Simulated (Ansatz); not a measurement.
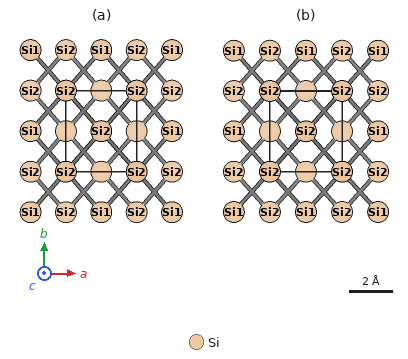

The structure of a crystal of Si (built on the black phosphorus_64 type) before (left) and after (right) a relaxation, at one scale.

The picture is a ball-and-stick view of the conventional cell (4 times the calculation's cell), seen along the c axis. Lengths and directions refer to the drawn axes.

Case: black phosphorus type (Cmce, No. 64).

Theory: DFT PBEsol, scalar-relativistic, plane waves, PAW in Ansatz 0.2.0.

Input
```yaml
crystal:
  lattice:
    - [0.0, 1.8867336469, 4.8773583004]
    - [1.6459178024, 0.0, 4.8773583004]
    - [1.6459178024, 1.8867336469, 0.0]
  atoms:
    - { symbol: Si, position: [0.8698711113, 0.8698711113, 0.1301288887] }
    - { symbol: Si, position: [0.1301288887, 0.1301288887, 0.8698711113] }
basis:
  ecutwfc: 420
kpoints:
  mp_grid: { grid: [22, 22, 22] }
hamiltonian:
  xc: pbesol
scf:
  occupations: { method: gaussian, width: 0.1 }
output:
  forces: true
  stress: true
  eigenvalues: true
relax:
  adjacent_minimum: "off"
  f_tol: 0.01
  max_steps: 80
  cell: { stress_tol: 0.05 }
```

### Summarise the run.

After 4 accepted moves (5 points after the start) the energy has fallen by 3.6 meV per atom. The largest force component goes from 0.0054 to 0.002 eV/Å. The pressure goes from 0.16 to −0.01 GPa. The SCF was repeated once at an unchanged geometry on a basis and grid sized afresh for the cell, which shifted the energy by less than 0.05 meV per atom at most. The largest moves relative to the cell, 0.008 Å, are those of Si1 and Si2. Si1 goes along −c. The drawn cell changes as follows: a 3.292 → 3.357 Å (+2.0 %), b 3.773 → 3.755 Å (−0.5 %), c 9.755 → 9.602 Å (−1.6 %); the volume changes by −0.1 %. Some distances before and after: Si1–Si2 2.539 → 2.515 Å, Si1–Si1 2.504 → 2.518 Å. The space group stays Fmmm (No. 69).
